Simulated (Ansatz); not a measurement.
# Cadmium, hcp under PBE: how the plane-wave cutoff moves the result

How high must the plane-wave cutoff be for energy and pressure to settle? The geometry was relaxed under PBE beforehand and stays fixed; 9 values are run, from 150 to 800 eV. Wanted are the values from which on the energy stays within 10 and 1 meV/atom, and the pressure within 0.5 GPa, of the last run. Within the series other settings stay, but some runs also write fields, which adds to their time. Spin polarisation is left out.

Computed with Ansatz 0.2.0 (DFT PBE, plane waves with PAW, scalar-relativistic, unless a step says otherwise).

### Step 1. The starting structure

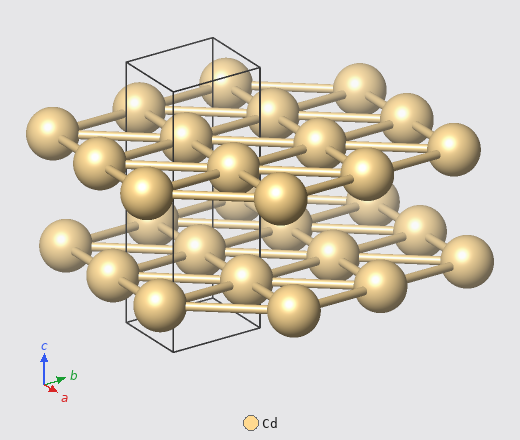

The structure, seen slightly off an axis (cadmium orange). 2×2×1 cells are drawn. Any atoms on the faces are drawn again on the opposite ones, and bonded neighbours outside are added.

Coordinates:

```
Cd
1.0
     3.00071    0.00000    0.00000
    -1.50036    2.59869    0.00000
     0.00000    0.00000    5.92616
Cd
2
Direct
  0.33333 0.66667 0.25000
  0.66667 0.33333 0.75000
```

### Step 2. A run at the usual settings, for scale

Contents of input.yaml:

```yaml
crystal:
  lattice:
    - [3.000710373, 0.0, 0.0]
    - [-1.5003551865, 2.5986914124, 0.0]
    - [0.0, 0.0, 5.9261569577]
  atoms:
    - { symbol: Cd, position: [0.3333333333, 0.6666666667, 0.25] }
    - { symbol: Cd, position: [0.6666666667, 0.3333333333, 0.75] }
hamiltonian:
  xc: pbe
  pseudopotentials:
    kind: paw
    azcp:
      Cd: "pseudopotentials/Cd.paw.azcp"
basis:
  ecutwfc: 420
  fft_grid_basis: typed
kpoints:
  mp_grid: { grid: [20, 20, 9], shift: [0, 0, 0] }
magnetization:
  spin_polarized: false
scf:
  occupations: { method: fermi_dirac, width: 0.1 }
  lower_state_search: "off"
output:
  stress: true
  write_density: true
  write_potential: true
  elf: true
  volumetric_format: npy
```

Launch:

```sh
ansatz run input.yaml --threads 1 --pin off --max-ram 3584MiB --backend cpu --events-out ev --progress --plain --runs-dir out
```

Output, shortened:

```text
[...]
Pseudopotentials: kind: paw
Pseudopotential: Cd, paw, valence charge 20, recommended cutoff 420 eV (normal), <dir>
Functional definition: PBE
[...]
Crystal: 2 atoms, lattice volume = 46.212 Å³
Basis set: ecut = 420 eV, 859 PW (Γ)
Bands: 24, of which v1, the nominal top of the filled ones, is band 20 counted from 1 (19 counted from 0)
Symmetry: 24 space group operations
Space group: P63/mmc (ITA 194), of the structure as read, at distance tolerance 3.6e-5 Å
k-points: 220 of 3600
[...]
SCF iter   1: F=—  HF=-16508.912665 eV  |F-HF|=—  |Δ(HF+E_count)|=         —  Δρ=9.25e-4  dr2=4.76e-4  ethr=1.77e-3  ⟨swp⟩=5.7  Hψ=20186  notcnv=0
[...]
SCF iter   6: F=-16508.913176 eV  HF=-16508.913176 eV  |F-HF|=1.07e-9  |Δ(HF+E_count)|=   1.35e-9  Δρ=3.21e-6  dr2=3.84e-9  ethr=1.43e-10  ⟨swp⟩=4.5  Hψ=28561  notcnv=0
[...]
SCF converged after 6 iterations
Free energy (F): -16508.913176 eV
[...]
E sigma→0 (E₀):  -16508.904375 eV
Entropy (-TS):   -0.017603 eV (-8.801 meV/atom)
Fermi energy:    13.481030 eV
[...]
--- Stress (GPa, compression-positive) ---
        0.200974       0.000000       0.000000
        0.000000       0.200974       0.000000
        0.000000       0.000000      -0.209867
  P = ⅓ Tr σ = 0.0640 GPa (0.640 kbar)
--- Band table (eV; the first three rows and the last of 220) ---
  k-point 0: bands = ["-89.5519", "-89.5513", "-50.6087", "-50.5979", "-50.5759", "-50.5759", "-50.5748", "-50.5748", "3.7737", "3.9476", "4.3333", "4.3333", "4.3673", "4.3673", "4.8643", "4.8643", "5.0339", "5.0339", "5.0801", "9.9433", "10.5964", "22.3413", "26.6098", "27.3390"]
[...]
```

Wall time 14 s (1 thread of Intel Xeon Platinum 8259CL at 2.50GHz (Skylake/Cascade Lake), shared host); peak memory 0.63 GiB.

### Step 3. With a cutoff of 150 eV

The run at 150 eV.

Edit input.yaml of step 2 so:

```diff
@@ -15,6 +15,6 @@
 basis:
-  ecutwfc: 420
+  ecutwfc: 150
   fft_grid_basis: typed
 kpoints:
-  mp_grid: { grid: [20, 20, 9], shift: [0, 0, 0] }
+  mp_grid: { grid: [12, 12, 6], shift: [0, 0, 0] }
 magnetization:
```

Launch:

```sh
ansatz run input.yaml --threads 1 --pin off --max-ram 3584MiB --backend cpu --events-out ev --progress --plain --runs-dir out
```

Output, shortened:

```text
Warning: basis.ecutwfc = 150 eV is below the records' recommended 420 eV, and the density's cutoff is lower with it unless basis.ecutrho_ratio is high enough to keep the records' density cutoff: compare with a run at a higher cutoff
Warning: basis.ecutrho_ratio 4 (ecutrho = 600 eV, dense FFT grid 12×12×24): the grid does not resolve the core-correction charge of Cd (measure 0.20 e/Å^2.5); warned from 0.08. The energy and each atom's force then go with where the atoms sit on the grid: on a 12-atom cubic HfO2 cell [...]
[... 3 set-up lines as earlier in the session ...]
[...]
Crystal: 2 atoms, lattice volume = 46.212 Å³
Basis set: ecut = 150 eV, 173 PW (Γ)
Bands: 24, of which v1, the nominal top of the filled ones, is band 20 counted from 1 (19 counted from 0)
[... 2 set-up lines as earlier in the session ...]
k-points: 76 of 864
[...]
SCF iter   1: F=—  HF=-16391.900825 eV  |F-HF|=—  |Δ(HF+E_count)|=         —  Δρ=5.33e-1  dr2=7.75e1  ethr=1.77e-3  ⟨swp⟩=4.1  Hψ=5977  notcnv=0
[...]
SCF iter   9: F=-16350.426896 eV  HF=-16350.426896 eV  |F-HF|=1.23e-8  |Δ(HF+E_count)|=   7.38e-7  Δρ=5.97e-6  dr2=2.38e-8  ethr=2.50e-10  ⟨swp⟩=4.6  Hψ=9479  notcnv=0
[...]
SCF converged after 9 iterations
Free energy (F): -16350.426896 eV
[...]
E sigma→0 (E₀):  -16350.417323 eV
Entropy (-TS):   -0.019147 eV (-9.573 meV/atom)
Fermi energy:    13.767709 eV
[...]
--- Stress (GPa, compression-positive) ---
      -24.308322       0.000000       0.000000
        0.000000     -24.308322       0.000000
        0.000000       0.000000      -6.285891
  P = ⅓ Tr σ = -18.3008 GPa (-183.008 kbar)
--- Band table (eV; the first three rows and the last of 76) ---
  k-point 0: bands = ["-102.9988", "-102.1357", "-63.2571", "-61.6898", "-61.5629", "-61.5629", "-60.7848", "-60.7848", "0.3517", "0.3517", "2.7433", "3.9045", "4.2459", "4.2459", "4.3239", "4.3239", "5.1366", "5.1366", "5.3963", "10.0321", "11.8987", "23.4303", "27.8501", "28.6954"]
[...]
```

Wall time 2.5 s (1 thread of Intel Xeon Platinum 8259CL at 2.50GHz (Skylake/Cascade Lake), shared host); peak memory 0.46 GiB.

### Step 4. With a cutoff of 200 eV

The run at 200 eV.

Edit input.yaml of step 3 so:

```diff
@@ -15,3 +15,3 @@
 basis:
-  ecutwfc: 150
+  ecutwfc: 200
   fft_grid_basis: typed
@@ -26,5 +26 @@
   stress: true
-  write_density: true
-  write_potential: true
-  elf: true
-  volumetric_format: npy
```

Launch:

```sh
ansatz run input.yaml --threads 1 --pin off --max-ram 3584MiB --backend cpu --events-out ev --progress --plain --runs-dir out
```

Output, shortened:

```text
Warning: basis.ecutwfc = 200 eV is below the records' recommended 420 eV, and the density's cutoff is lower with it unless basis.ecutrho_ratio is high enough to keep the records' density cutoff: compare with a run at a higher cutoff
[...]
[... 3 set-up lines as earlier in the session ...]
[...]
Crystal: 2 atoms, lattice volume = 46.212 Å³
Basis set: ecut = 200 eV, 307 PW (Γ)
Bands: 24, of which v1, the nominal top of the filled ones, is band 20 counted from 1 (19 counted from 0)
[... 2 set-up lines as earlier in the session ...]
k-points: 76 of 864
[...]
SCF iter   1: F=—  HF=-16486.008061 eV  |F-HF|=—  |Δ(HF+E_count)|=         —  Δρ=1.60e-1  dr2=5.57e0  ethr=1.77e-3  ⟨swp⟩=3.4  Hψ=6339  notcnv=0
[...]
SCF iter   8: F=-16483.082263 eV  HF=-16483.082263 eV  |F-HF|=4.00e-9  |Δ(HF+E_count)|=   8.22e-8  Δρ=3.92e-6  dr2=8.06e-9  ethr=2.50e-10  ⟨swp⟩=3.0  Hψ=4979  notcnv=0
[...]
SCF converged after 8 iterations
Free energy (F): -16483.082263 eV
[...]
E sigma→0 (E₀):  -16483.073947 eV
Entropy (-TS):   -0.016632 eV (-8.316 meV/atom)
Fermi energy:    13.542202 eV
[...]
--- Stress (GPa, compression-positive) ---
        5.932597       0.000000       0.000000
        0.000000       5.932597       0.000000
        0.000000       0.000000      -4.934356
  P = ⅓ Tr σ = 2.3103 GPa (23.103 kbar)
```

Wall time 2.8 s (1 thread of Intel Xeon Platinum 8259CL at 2.50GHz (Skylake/Cascade Lake), shared host); peak memory 0.48 GiB.

### Step 5. With a cutoff of 250 eV

The run at 250 eV.

Edit input.yaml of step 4 so:

```diff
@@ -15,3 +15,3 @@
 basis:
-  ecutwfc: 200
+  ecutwfc: 250
   fft_grid_basis: typed
```

Launch:

```sh
ansatz run input.yaml --threads 1 --pin off --max-ram 3584MiB --backend cpu --events-out ev --progress --plain --runs-dir out
```

Output, shortened:

```text
Warning: basis.ecutwfc = 250 eV is below the records' recommended 420 eV, and the density's cutoff is lower with it unless basis.ecutrho_ratio is high enough to keep the records' density cutoff: compare with a run at a higher cutoff
[...]
[... 3 set-up lines as earlier in the session ...]
[...]
Crystal: 2 atoms, lattice volume = 46.212 Å³
Basis set: ecut = 250 eV, 411 PW (Γ)
Bands: 24, of which v1, the nominal top of the filled ones, is band 20 counted from 1 (19 counted from 0)
[... 2 set-up lines as earlier in the session ...]
k-points: 76 of 864
[...]
SCF iter   1: F=—  HF=-16505.926482 eV  |F-HF|=—  |Δ(HF+E_count)|=         —  Δρ=3.71e-2  dr2=2.42e-1  ethr=1.77e-3  ⟨swp⟩=4.2  Hψ=6502  notcnv=0
[...]
SCF iter   7: F=-16505.803673 eV  HF=-16505.803673 eV  |F-HF|=2.69e-9  |Δ(HF+E_count)|=   5.01e-8  Δρ=3.94e-6  dr2=1.07e-8  ethr=2.50e-10  ⟨swp⟩=3.7  Hψ=5222  notcnv=0
[...]
SCF converged after 7 iterations
Free energy (F): -16505.803673 eV
[...]
E sigma→0 (E₀):  -16505.796322 eV
Entropy (-TS):   -0.014703 eV (-7.352 meV/atom)
Fermi energy:    13.474920 eV
[...]
--- Stress (GPa, compression-positive) ---
        0.318498       0.000000       0.000000
        0.000000       0.318498       0.000000
        0.000000       0.000000      -0.638932
  P = ⅓ Tr σ = -0.0006 GPa (-0.006 kbar)
```

Wall time 2.4 s (1 thread of Intel Xeon Platinum 8259CL at 2.50GHz (Skylake/Cascade Lake), shared host); peak memory 0.5 GiB.

### Step 6. With a cutoff of 300 eV

The run at 300 eV.

Edit input.yaml of step 5 so:

```diff
@@ -15,3 +15,3 @@
 basis:
-  ecutwfc: 250
+  ecutwfc: 300
   fft_grid_basis: typed
```

Launch:

```sh
ansatz run input.yaml --threads 1 --pin off --max-ram 3584MiB --backend cpu --events-out ev --progress --plain --runs-dir out
```

Output, shortened:

```text
Warning: basis.ecutwfc = 300 eV is below the records' recommended 420 eV, and the density's cutoff is lower with it unless basis.ecutrho_ratio is high enough to keep the records' density cutoff: compare with a run at a higher cutoff
[...]
[... 3 set-up lines as earlier in the session ...]
[...]
Crystal: 2 atoms, lattice volume = 46.212 Å³
Basis set: ecut = 300 eV, 551 PW (Γ)
Bands: 24, of which v1, the nominal top of the filled ones, is band 20 counted from 1 (19 counted from 0)
[... 2 set-up lines as earlier in the session ...]
k-points: 76 of 864
[...]
SCF iter   1: F=—  HF=-16508.684688 eV  |F-HF|=—  |Δ(HF+E_count)|=         —  Δρ=6.26e-3  dr2=5.77e-3  ethr=1.77e-3  ⟨swp⟩=4.9  Hψ=6693  notcnv=0
[...]
SCF iter   6: F=-16508.683355 eV  HF=-16508.683355 eV  |F-HF|=2.08e-9  |Δ(HF+E_count)|=   6.66e-8  Δρ=7.85e-6  dr2=1.45e-8  ethr=2.50e-10  ⟨swp⟩=4.0  Hψ=6104  notcnv=0
[...]
SCF converged after 6 iterations
Free energy (F): -16508.683355 eV
[...]
E sigma→0 (E₀):  -16508.676178 eV
Entropy (-TS):   -0.014354 eV (-7.177 meV/atom)
Fermi energy:    13.462009 eV
[...]
--- Stress (GPa, compression-positive) ---
       -0.149482      -0.000000       0.000000
        0.000000      -0.149482       0.000000
        0.000000       0.000000       0.015040
  P = ⅓ Tr σ = -0.0946 GPa (-0.946 kbar)
```

Run time: 2.9 s. Hardware: 1 thread of Intel Xeon Platinum 8259CL at 2.50GHz (Skylake/Cascade Lake), shared host; peak memory 0.5 GiB.

### Step 7. With a cutoff of 350 eV

The run at 350 eV.

Edit input.yaml of step 6 so:

```diff
@@ -15,3 +15,3 @@
 basis:
-  ecutwfc: 300
+  ecutwfc: 350
   fft_grid_basis: typed
```

Launch:

```sh
ansatz run input.yaml --threads 1 --pin off --max-ram 3584MiB --backend cpu --events-out ev --progress --plain --runs-dir out
```

Output, shortened:

```text
Warning: basis.ecutwfc = 350 eV is below the records' recommended 420 eV, and the density's cutoff is lower with it unless basis.ecutrho_ratio is high enough to keep the records' density cutoff: compare with a run at a higher cutoff
[...]
[... 3 set-up lines as earlier in the session ...]
[...]
Crystal: 2 atoms, lattice volume = 46.212 Å³
Basis set: ecut = 350 eV, 673 PW (Γ)
Bands: 24, of which v1, the nominal top of the filled ones, is band 20 counted from 1 (19 counted from 0)
[... 2 set-up lines as earlier in the session ...]
k-points: 76 of 864
[...]
SCF iter   1: F=—  HF=-16508.915117 eV  |F-HF|=—  |Δ(HF+E_count)|=         —  Δρ=9.95e-4  dr2=5.28e-4  ethr=1.77e-3  ⟨swp⟩=5.2  Hψ=6783  notcnv=0
[...]
SCF iter   6: F=-16508.915624 eV  HF=-16508.915624 eV  |F-HF|=8.77e-10  |Δ(HF+E_count)|=   6.04e-8  Δρ=2.45e-6  dr2=2.86e-9  ethr=1.20e-10  ⟨swp⟩=2.0  Hψ=5504  notcnv=0
[...]
SCF converged after 6 iterations
Free energy (F): -16508.915624 eV
[...]
E sigma→0 (E₀):  -16508.908461 eV
Entropy (-TS):   -0.014326 eV (-7.163 meV/atom)
Fermi energy:    13.462447 eV
[...]
--- Stress (GPa, compression-positive) ---
       -0.002015      -0.000000       0.000000
        0.000000      -0.002015       0.000000
        0.000000       0.000000      -0.023755
  P = ⅓ Tr σ = -0.0093 GPa (-0.093 kbar)
```

It took 4 s on 1 thread of Intel Xeon Platinum 8259CL at 2.50GHz (Skylake/Cascade Lake), shared host; peak memory 0.51 GiB.

### Step 8. With a cutoff of 420 eV

The run at 420 eV.

Edit input.yaml of step 7 so:

```diff
@@ -15,3 +15,3 @@
 basis:
-  ecutwfc: 350
+  ecutwfc: 420
   fft_grid_basis: typed
@@ -26 +26,5 @@
   stress: true
+  write_density: true
+  write_potential: true
+  elf: true
+  volumetric_format: npy
```

Launch:

```sh
ansatz run input.yaml --threads 1 --pin off --max-ram 3584MiB --backend cpu --events-out ev --progress --plain --runs-dir out
```

Output, shortened:

```text
[...]
[... 3 set-up lines as earlier in the session ...]
[...]
Crystal: 2 atoms, lattice volume = 46.212 Å³
Basis set: ecut = 420 eV, 859 PW (Γ)
Bands: 24, of which v1, the nominal top of the filled ones, is band 20 counted from 1 (19 counted from 0)
[... 2 set-up lines as earlier in the session ...]
k-points: 76 of 864
[...]
SCF iter   1: F=—  HF=-16508.923529 eV  |F-HF|=—  |Δ(HF+E_count)|=         —  Δρ=9.58e-4  dr2=5.31e-4  ethr=1.77e-3  ⟨swp⟩=5.5  Hψ=6980  notcnv=0
[...]
SCF iter   6: F=-16508.924019 eV  HF=-16508.924019 eV  |F-HF|=8.66e-10  |Δ(HF+E_count)|=   1.21e-8  Δρ=3.05e-6  dr2=3.60e-9  ethr=2.08e-10  ⟨swp⟩=4.4  Hψ=9769  notcnv=0
[...]
SCF converged after 6 iterations
Free energy (F): -16508.924019 eV
[...]
E sigma→0 (E₀):  -16508.916857 eV
Entropy (-TS):   -0.014322 eV (-7.161 meV/atom)
Fermi energy:    13.462210 eV
[...]
--- Stress (GPa, compression-positive) ---
       -0.002723      -0.000000       0.000000
       -0.000000      -0.002723       0.000000
        0.000000       0.000000      -0.021585
  P = ⅓ Tr σ = -0.0090 GPa (-0.090 kbar)
--- Band table (eV; the first three rows and the last of 76) ---
  k-point 0: bands = ["-89.5530", "-89.5525", "-50.6093", "-50.5985", "-50.5773", "-50.5773", "-50.5763", "-50.5763", "3.7728", "3.9467", "4.3317", "4.3317", "4.3657", "4.3657", "4.8636", "4.8636", "5.0331", "5.0331", "5.0799", "9.9428", "10.5966", "22.3412", "26.6092", "27.3380"]
[...]
```

It took 5.7 s on 1 thread of Intel Xeon Platinum 8259CL at 2.50GHz (Skylake/Cascade Lake), shared host; peak memory 0.54 GiB.

### Step 9. With a cutoff of 500 eV

The run at 500 eV.

Edit input.yaml of step 8 so:

```diff
@@ -15,3 +15,3 @@
 basis:
-  ecutwfc: 420
+  ecutwfc: 500
   fft_grid_basis: typed
@@ -26,5 +26 @@
   stress: true
-  write_density: true
-  write_potential: true
-  elf: true
-  volumetric_format: npy
```

Launch:

```sh
ansatz run input.yaml --threads 1 --pin off --max-ram 3584MiB --backend cpu --events-out ev --progress --plain --runs-dir out
```

Output, shortened:

```text
[...]
[... 3 set-up lines as earlier in the session ...]
[...]
Crystal: 2 atoms, lattice volume = 46.212 Å³
Basis set: ecut = 500 eV, 1197 PW (Γ)
Bands: 24, of which v1, the nominal top of the filled ones, is band 20 counted from 1 (19 counted from 0)
[... 2 set-up lines as earlier in the session ...]
k-points: 76 of 864
[...]
SCF iter   1: F=—  HF=-16508.927041 eV  |F-HF|=—  |Δ(HF+E_count)|=         —  Δρ=1.17e-3  dr2=5.52e-4  ethr=1.77e-3  ⟨swp⟩=5.7  Hψ=7087  notcnv=0
[...]
SCF iter   6: F=-16508.927623 eV  HF=-16508.927623 eV  |F-HF|=3.40e-9  |Δ(HF+E_count)|=   4.39e-8  Δρ=3.63e-6  dr2=4.85e-9  ethr=1.78e-10  ⟨swp⟩=2.0  Hψ=5933  notcnv=0
[...]
SCF converged after 6 iterations
Free energy (F): -16508.927623 eV
[...]
E sigma→0 (E₀):  -16508.920463 eV
Entropy (-TS):   -0.014320 eV (-7.160 meV/atom)
Fermi energy:    13.461820 eV
[...]
--- Stress (GPa, compression-positive) ---
       -0.001791       0.000000       0.000000
       -0.000000      -0.001791       0.000000
        0.000000       0.000000      -0.019247
  P = ⅓ Tr σ = -0.0076 GPa (-0.076 kbar)
```

It took 4.1 s on 1 thread of Intel Xeon Platinum 8259CL at 2.50GHz (Skylake/Cascade Lake), shared host; peak memory 0.54 GiB.

### Step 10. With a cutoff of 600 eV

The run at 600 eV.

Edit input.yaml of step 9 so:

```diff
@@ -15,3 +15,3 @@
 basis:
-  ecutwfc: 500
+  ecutwfc: 600
   fft_grid_basis: typed
```

Launch:

```sh
ansatz run input.yaml --threads 1 --pin off --max-ram 3584MiB --backend cpu --events-out ev --progress --plain --runs-dir out
```

Output, shortened:

```text
[...]
[... 3 set-up lines as earlier in the session ...]
[...]
Crystal: 2 atoms, lattice volume = 46.212 Å³
Basis set: ecut = 600 eV, 1517 PW (Γ)
Bands: 24, of which v1, the nominal top of the filled ones, is band 20 counted from 1 (19 counted from 0)
[... 2 set-up lines as earlier in the session ...]
k-points: 76 of 864
[...]
SCF iter   1: F=—  HF=-16508.927462 eV  |F-HF|=—  |Δ(HF+E_count)|=         —  Δρ=1.20e-3  dr2=5.56e-4  ethr=1.77e-3  ⟨swp⟩=5.8  Hψ=7120  notcnv=0
[...]
SCF iter   6: F=-16508.928057 eV  HF=-16508.928057 eV  |F-HF|=3.98e-9  |Δ(HF+E_count)|=   4.06e-8  Δρ=3.74e-6  dr2=4.95e-9  ethr=1.94e-10  ⟨swp⟩=2.0  Hψ=6041  notcnv=0
[...]
SCF converged after 6 iterations
Free energy (F): -16508.928057 eV
[...]
E sigma→0 (E₀):  -16508.920897 eV
Entropy (-TS):   -0.014320 eV (-7.160 meV/atom)
Fermi energy:    13.461740 eV
[...]
--- Stress (GPa, compression-positive) ---
       -0.001947       0.000000       0.000000
       -0.000000      -0.001947       0.000000
        0.000000       0.000000      -0.018919
  P = ⅓ Tr σ = -0.0076 GPa (-0.076 kbar)
```

Run time: 5.1 s. Hardware: 1 thread of Intel Xeon Platinum 8259CL at 2.50GHz (Skylake/Cascade Lake), shared host; peak memory 0.56 GiB.

### Step 11. With a cutoff of 800 eV

The run at 800 eV.

Edit input.yaml of step 10 so:

```diff
@@ -15,3 +15,3 @@
 basis:
-  ecutwfc: 600
+  ecutwfc: 800
   fft_grid_basis: typed
```

Launch:

```sh
ansatz run input.yaml --threads 1 --pin off --max-ram 3584MiB --backend cpu --events-out ev --progress --plain --runs-dir out
```

Output, shortened:

```text
[...]
[... 3 set-up lines as earlier in the session ...]
[...]
Crystal: 2 atoms, lattice volume = 46.212 Å³
Basis set: ecut = 800 eV, 2343 PW (Γ)
Bands: 24, of which v1, the nominal top of the filled ones, is band 20 counted from 1 (19 counted from 0)
[... 2 set-up lines as earlier in the session ...]
k-points: 76 of 864
[...]
SCF iter   1: F=—  HF=-16508.927651 eV  |F-HF|=—  |Δ(HF+E_count)|=         —  Δρ=1.16e-3  dr2=5.51e-4  ethr=1.77e-3  ⟨swp⟩=5.7  Hψ=7149  notcnv=0
[...]
SCF iter   6: F=-16508.928271 eV  HF=-16508.928271 eV  |F-HF|=4.04e-9  |Δ(HF+E_count)|=   2.92e-8  Δρ=3.70e-6  dr2=4.79e-9  ethr=2.43e-10  ⟨swp⟩=2.1  Hψ=6525  notcnv=0
[...]
SCF converged after 6 iterations
Free energy (F): -16508.928271 eV
[...]
E sigma→0 (E₀):  -16508.921111 eV
Entropy (-TS):   -0.014320 eV (-7.160 meV/atom)
Fermi energy:    13.461766 eV
[...]
--- Stress (GPa, compression-positive) ---
       -0.003213      -0.000000       0.000000
        0.000000      -0.003213       0.000000
        0.000000       0.000000      -0.018592
  P = ⅓ Tr σ = -0.0083 GPa (-0.083 kbar)
```

Wall time 9.6 s (1 thread of Intel Xeon Platinum 8259CL at 2.50GHz (Skylake/Cascade Lake), shared host); peak memory 0.62 GiB.

### Step 12. Convergence table

Energies count from the run at 800 eV.

```tsv
cutoff (eV)	plane waves at Γ	E(σ → 0) (meV/atom)	P (GPa)	SCF cycles	CPU time
150	173	79251.89	-18.30	9	2.5 s
200	307	12923.58	2.31	8	2.8 s
250	411	1562.39	0.00	7	2.4 s
300	551	122.47	-0.09	6	2.9 s
350	673	6.33	-0.01	6	4 s
420	859	2.13	-0.01	6	5.7 s
500	1197	0.32	-0.01	6	4 s
600	1517	0.11	-0.01	6	5.2 s
800	2343	0.00	-0.01	6	9.6 s
```

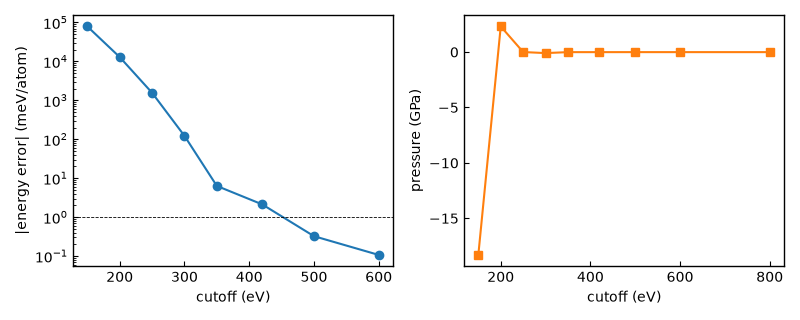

Energy and pressure against the plane-wave cutoff; the dashed line marks 1 meV/atom.

### Step 13. What came out

| quantity | value |
| --- | --- |
| E(σ → 0) stays within 10 meV/atom of 800 eV | from 350 eV on |
| E(σ → 0) stays within 1 meV/atom | from 500 eV on |
| pressure stays within 0.5 GPa | from 250 eV on |
| pressure at 800 eV | -0.01 GPa |
| CPU time, dearest over cheapest | 4 |
| run at the usual settings (mesh 20×20×9 against the series' 12×12×6, 420 eV) | +8.4 meV/atom from 800 eV, 0.06 GPa |

**Reading.** The far end, 150 eV, lies +79252 meV/atom and -18.3 GPa from the yardstick. Each step up in cutoff lowers the energy. Total energies within 1 meV/atom need 500 eV; differences between like structures often settle sooner. The cell taken over is 7 % larger than the measured one (21.59 Å³/atom, COD).
